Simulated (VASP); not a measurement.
## Geometry relaxation of TiN (part 2 of 2)

The same run, continued: TiN (2 atoms in the cell); Kohn-Sham DFT of a periodic cell, PBEsol, VASP PAW PBE potentials, recommended, no spin polarisation (VASP 6.6.1); cutoff 600 eV, 16×16×16 k-mesh, methfessel-paxton of 0.1 eV. The structure derives from an entry of the Crystallography Open Database.

Geometry of the input (Å; fractional positions):
```
0.0000  2.1190  2.1190
2.1190  0.0000  2.1190
2.1190  2.1190  0.0000
Ti 0.0000  0.0000  0.0000
N  0.5000  0.5000  0.5000
```

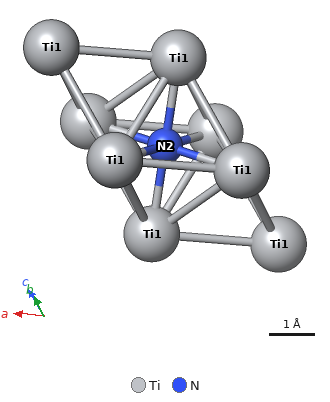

**Figure 1.** The geometry at step 1 of the log (ball-and-stick view of the cell of the calculation, seen at an oblique angle; atoms are numbered from 1 in the order of the input).

**Parts of OUTCAR, continued**
```
   k-points           NKPTS =    145   k-points in BZ     NKDIM =    145   number of bands    NBANDS=     12
   number of dos      NEDOS =    301   number of ions     NIONS =      2
   total plane-waves  NPLWV =  13824
   dimension x,y,z NGX =    24 NGY =   24 NGZ =   24
   dimension x,y,z NGXF=    48 NGYF=   48 NGZF=   48
   ions per type =               1   1
   NGX,Y,Z   is equivalent  to a cutoff of  13.31, 13.31, 13.31 a.u.
   NGXF,Y,Z  is equivalent  to a cutoff of  26.63, 26.63, 26.63 a.u.
 SYSTEM =  unknown system
   PREC   = accura    normal or accurate (medium, high low for compatibility)
   ISTART =      0    job   : 0-new  1-cont  2-samecut
   ICHARG =      2    charge: 1-file 2-atom 10-const
   ISPIN  =      1    spin polarized calculation?
   LNONCOLLINEAR =      F non collinear calculations
   LSORBIT =      F    spin-orbit coupling
   LASPH  =      T    aspherical Exc in radial PAW
   ENCUT  =  600.0 eV  44.10 Ry    6.64 a.u.   5.99  5.99  5.99*2*pi/ulx,y,z
   NELM   =     80;   NELMIN=  2; NELMDL= -5     # of ELM steps
   EDIFF  = 0.1E-05   stopping-criterion for ELM
   LREAL  =      F    real-space projection
   EDIFFG = -.1E-01   stopping-criterion for IOM
   NSW    =     90    number of steps for IOM
   IBRION =      2    ionic relax: 0-MD 1-quasi-New 2-CG
   NFREE  =      1    steps in history (QN), initial steepest desc. (CG)
   ISIF   =      3    stress and relaxation
   ISYM   =      2    0-nonsym 1-usesym 2-fastsym
   POTIM  = 0.5000    time-step for ionic-motion
   TEBEG  =    0.0;   TEEND  =   0.0 temperature during run
   PSTRESS=    0.0 pullay stress
   NELECT =      17.0000    total number of electrons
   NUPDOWN=      -1.0000    fix difference up-down
   EMIN   =  10.00;   EMAX   =-10.00  energy-range for DOS
   EFERMI =   0.00;   METHOD = LEGACY
   ISMEAR =     1;   SIGMA  =   0.10  broadening in eV -4-tet -1-fermi 0-gaus
   EFERMI_NEDOS =   21; number of points for ismear=-14 and -15
   IALGO  =     38    algorithm
   IMIX   =      4    mixing-type and parameters
     AMIX     =   0.40;   BMIX     =  1.00
     AMIX_MAG =   1.60;   BMIX_MAG =  1.00
  volume/ion in A,a.u.               =       9.51        64.21
  Fermi-wavevector in a.u.,A,eV,Ry     =   1.576704  2.979539 33.824024  2.485996
  Thomas-Fermi vector in A             =   2.677497
   LORBIT       =      0    0 simple, 1 ext, 2 COOP (PROOUT), +10 PAW based schemes
   GGA     = PS    functional components
   LHFCALC =     F    Hartree Fock is set to
   AEXX    =    0.0000 exact exchange contribution
   IVDW    =     0    specifies the selected vdW correction
   LEPSILON=     F    determine dielectric tensor
   LRPA    =     F    only Hartree local field effects (RPA)
 conjugate gradient relaxation of ions
 non-spin polarized calculation
 Methfessel and Paxton  Order N= 1 SIGMA  =   0.10
  energy-cutoff  :      600.00
  volume of cell :       19.03
 maximum number of plane-waves:       652
   NGX = 11   NGY = 11   NGZ = 11

--------------------------------------- Ionic step        1  -------------------------------------------

 number of electron      17.0000001 magnetization

 Free energy of the ion-electron system (eV)
  ---------------------------------------------------
  ext. energy  EPLUGINS =         0.00000000
  ---------------------------------------------------
  free energy    TOTEN  =       -20.77361488 eV

  energy without entropy =      -20.77224881  energy(sigma->0) =      -20.77315952

------------------------ aborting loop because EDIFF is reached ----------------------------------------

  FORCE on cell =-STRESS in cart. coord.  units (eV):
  Direction    XX          YY          ZZ          XY          YZ          ZX
  --------------------------------------------------------------------------------------
  -------------------------------------------------------------------------------------
  Total       -0.7814337     -0.7814337     -0.7814337      0.0000000     -0.0000000     -0.0000000
  in kB      -65.7930272    -65.7930272    -65.7930272      0.0000000     -0.0000000     -0.0000000
  external PRESSURE =     -65.7930272 kB  Pullay stress =       0.0000000 kB

 VOLUME and BASIS-vectors are now :
 -----------------------------------------------------------------------------
  energy-cutoff  :      600.00
  volume of cell :       19.03
      direct lattice vectors                 reciprocal lattice vectors
     0.000000000  2.119000000  2.119000000    -0.235960359  0.235960359  0.235960359
     2.119000000  0.000000000  2.119000000     0.235960359 -0.235960359  0.235960359
     2.119000000  2.119000000  0.000000000     0.235960359  0.235960359 -0.235960359

 POSITION                                       TOTAL-FORCE (eV/Angst)
 -----------------------------------------------------------------------------------
      0.00000      0.00000      0.00000         0.000000     -0.000000     -0.000000
      2.11900      2.11900      2.11900        -0.000000      0.000000      0.000000
 -----------------------------------------------------------------------------------
    total drift:                                0.000000     -0.000000     -0.000000

  FREE ENERGIE OF THE ION-ELECTRON SYSTEM (eV)
  ---------------------------------------------------
  free  energy   TOTEN  =       -20.7736148768 eV

  energy  without entropy=      -20.7722488124  energy(sigma->0) =      -20.77315952

--------------------------------------- Ionic step        2  -------------------------------------------

 number of electron      16.9999998 magnetization

------------------------ aborting loop because EDIFF is reached ----------------------------------------

  FORCE on cell =-STRESS in cart. coord.  units (eV):
  Direction    XX          YY          ZZ          XY          YZ          ZX
  --------------------------------------------------------------------------------------
  -------------------------------------------------------------------------------------
  Total        1.2241716      1.2241716      1.2241716      0.0000000      0.0000000     -0.0000000
  in kB      109.1246189    109.1246189    109.1246189      0.0000000      0.0000000     -0.0000000
  external PRESSURE =     109.1246189 kB  Pullay stress =       0.0000000 kB

 VOLUME and BASIS-vectors are now :
 -----------------------------------------------------------------------------
  energy-cutoff  :      600.00
  volume of cell :       17.97
      direct lattice vectors                 reciprocal lattice vectors
     0.000000000  2.079058506  2.079058506    -0.240493473  0.240493473  0.240493473
     2.079058506  0.000000000  2.079058506     0.240493473 -0.240493473  0.240493473
     2.079058506  2.079058506 -0.000000000     0.240493473  0.240493473 -0.240493473

 POSITION                                       TOTAL-FORCE (eV/Angst)
 -----------------------------------------------------------------------------------
      0.00000      2.07906      2.07906         0.000000     -0.000000     -0.000000
      2.07906      2.07906      2.07906        -0.000000      0.000000      0.000000
 -----------------------------------------------------------------------------------
    total drift:                               -0.000000     -0.000000     -0.000000

  FREE ENERGIE OF THE ION-ELECTRON SYSTEM (eV)
  ---------------------------------------------------
  free  energy   TOTEN  =       -20.7620856958 eV

  energy  without entropy=      -20.7606508524  energy(sigma->0) =      -20.76160741

--------------------------------------- Ionic step        3  -------------------------------------------

 number of electron      16.9999998 magnetization

 Free energy of the ion-electron system (eV)
  ---------------------------------------------------
  ext. energy  EPLUGINS =         0.00000000
  ---------------------------------------------------
  free energy    TOTEN  =       -20.78267513 eV

  energy without entropy =      -20.78127858  energy(sigma->0) =      -20.78220961

 E-fermi :  11.6677     XC(G=0): -13.3641     alpha+bet :-19.7743

 val. band max:       11.6642060366   @ k =   0.3750   0.1250   0.0000
 cond. band min:      11.6688056064   @ k =  -0.1875   0.0625   0.0000
 fundamental gap:      0.0045995698
 Fermi energy:        11.6677403888

 k-point     1 :       0.0000    0.0000    0.0000
  band No.  band energies     occupation
      1     -45.9141      2.00000
      2     -21.9748      2.00000
      3     -21.9748      2.00000
      4     -21.9748      2.00000
      5      -5.5389      2.00000
      6       9.6066      2.00000
      7       9.6066      2.00000
      8       9.6066      2.00000
      9      11.0042      2.00000
     10      11.0042      2.00000
     11      11.0042      2.00000
     12      12.2525     -0.00000

 k-point     2 :       0.0625    0.0000    0.0000
  band No.  band energies     occupation
      1     -45.9100      2.00000
      2     -22.0039      2.00000
      3     -21.9771      2.00000
      4     -21.9771      2.00000
      5      -5.4582      2.00000
      6       9.1387      2.00000
      7       9.2539      2.00000
      8       9.2539      2.00000
      9      11.1273      2.00000
     10      11.1273      2.00000
     11      11.2524      2.00000
     12      12.6161     -0.00000

 k-point     3 :       0.1250    0.0000    0.0000
  band No.  band energies     occupation
      1     -45.8980      2.00000
      2     -22.0860      2.00000
      3     -21.9839      2.00000
      4     -21.9839      2.00000
      5      -5.2237      2.00000
      6       8.1876      2.00000
      7       8.5671      2.00000
      8       8.5671      2.00000
      9      11.3811      2.00039
     10      11.3811      2.00039
     11      11.6331      1.54943
     12      13.4392     -0.00000

 k-point     4 :       0.1875    0.0000    0.0000
  band No.  band energies     occupation
      1     -45.8800      2.00000
      2     -22.2069      2.00000
      3     -21.9939      2.00000
      4     -21.9939      2.00000
      5      -4.8587      2.00000
      6       7.0973      2.00000
      7       7.8601      2.00000
      8       7.8601      2.00000
      9      11.7283      0.15509
     10      11.7283      0.15509
     11      11.9957     -0.00004
     12      14.4078      0.00000

 k-point     5 :       0.2500    0.0000    0.0000
  band No.  band energies     occupation
      1     -45.8587      2.00000
      2     -22.3465      2.00000
      3     -22.0057      2.00000
      4     -22.0057      2.00000
      5      -4.3993      2.00000
      6       6.0047      2.00000
      7       7.2312      2.00000
      8       7.2312      2.00000
      9      12.1515     -0.00000
     10      12.1515     -0.00000
     11      12.3890     -0.00000
     12      15.3771      0.00000

 [... the levels of 18 k-points are left out ...]

 k-point    24 :      -0.0625    0.0625    0.0000
  band No.  band energies     occupation
      1     -45.9032      2.00000
      2     -22.0442      2.00000
      3     -21.9925      2.00000
      4     -21.9758      2.00000
      5      -5.3276      2.00000
      6       8.4982      2.00000
      7       8.7231      2.00000
      8       9.0445      2.00000
      9      11.1265      2.00000
     10      11.4370      2.00524
     11      11.5494      2.07037
     12      12.7134     -0.00000

 [... further k-points ...]

------------------------ aborting loop because EDIFF is reached ----------------------------------------

  FORCE on cell =-STRESS in cart. coord.  units (eV):
  Direction    XX          YY          ZZ          XY          YZ          ZX
  --------------------------------------------------------------------------------------
  -------------------------------------------------------------------------------------
  Total       -0.0030897     -0.0030897     -0.0030897     -0.0000000     -0.0000000      0.0000000
  in kB       -0.2661418     -0.2661418     -0.2661418     -0.0000000     -0.0000000      0.0000000
  external PRESSURE =      -0.2661418 kB  Pullay stress =       0.0000000 kB

 VOLUME and BASIS-vectors are now :
 -----------------------------------------------------------------------------
  energy-cutoff  :      600.00
  volume of cell :       18.60
      direct lattice vectors                 reciprocal lattice vectors
     0.000000000  2.102935476  2.102935476    -0.237762882  0.237762882  0.237762882
     2.102935476  0.000000000  2.102935476     0.237762882 -0.237762882  0.237762882
     2.102935476  2.102935476 -0.000000000     0.237762882  0.237762882 -0.237762882

 POSITION                                       TOTAL-FORCE (eV/Angst)
 -----------------------------------------------------------------------------------
      0.00000      0.00000      0.00000         0.000000      0.000000     -0.000000
      2.10294      2.10294      2.10294         0.000000      0.000000      0.000000
 -----------------------------------------------------------------------------------
    total drift:                                0.000000     -0.000000     -0.000000

  FREE ENERGIE OF THE ION-ELECTRON SYSTEM (eV)
  ---------------------------------------------------
  free  energy   TOTEN  =       -20.7826751251 eV

  energy  without entropy=      -20.7812785796  energy(sigma->0) =      -20.78220961

 reached required accuracy - stopping structural energy minimisation
```

**CONTCAR**
```
TiN
   1.00000000000000
     0.0000000000000000    2.1029354761026462    2.1029354761026462
     2.1029354761026462    0.0000000000000000    2.1029354761026462
     2.1029354761026462    2.1029354761026462   -0.0000000000000000
  Ti              N
     1     1
Direct
     0.0000000000000000    0.0000000000000000    0.0000000000000000
     0.5000000000000000    0.5000000000000000    0.5000000000000000

  0.00000000E+00  0.00000000E+00  0.00000000E+00
  0.00000000E+00  0.00000000E+00  0.00000000E+00
```

**Trajectory as extended XYZ (Å, eV, eV/Å), 3 frames, from step=0 to step=2**
```
2
Lattice="0.0000 2.1190 2.1190 2.1190 0.0000 2.1190 2.1190 2.1190 0.0000" Properties=species:S:1:pos:R:3:forces:R:3 step=0 energy=-20.77361
Ti    0.0000    0.0000    0.0000    0.0000   0.0000   0.0000
N     2.1190    2.1190    2.1190    0.0000   0.0000   0.0000
2
Lattice="0.0000 2.0791 2.0791 2.0791 0.0000 2.0791 2.0791 2.0791 -0.0000" Properties=species:S:1:pos:R:3:forces:R:3 step=1 energy=-20.76209
Ti    0.0000    2.0791    2.0791    0.0000   0.0000   0.0000
N     2.0791    2.0791    2.0791    0.0000   0.0000   0.0000
2
Lattice="0.0000 2.1029 2.1029 2.1029 0.0000 2.1029 2.1029 2.1029 -0.0000" Properties=species:S:1:pos:R:3:forces:R:3 step=2 energy=-20.78268
Ti    0.0000    0.0000    0.0000    0.0000   0.0000   0.0000
N     2.1029    2.1029    2.1029    0.0000   0.0000   0.0000
```

**Results in brief**

| quantity | value |
| --- | --- |
| outcome | converged |
| space group (tolerance 0.01 Å) | Fm-3m (225) |
| electrons treated | 17 |
| free energy | −20.7827 eV |
| Fermi energy | 11.668 eV |
| gap on the k-point mesh | none (metallic) |
| pressure | −0.03 GPa |
| final volume | 18.60 Å³ |
| largest force (length of the vector) at the end | under 0.001 eV/Å |
| final cell | a = 2.974 Å, b = 2.974 Å, c = 2.974 Å, α = 60.00°, β = 60.00°, γ = 60.00° |
| wall time | 83 s |
| peak memory | 0.18 GiB |

**Notes**

The cell holds an odd number of electrons but the run has no spin polarisation, so it comes out as a metal.
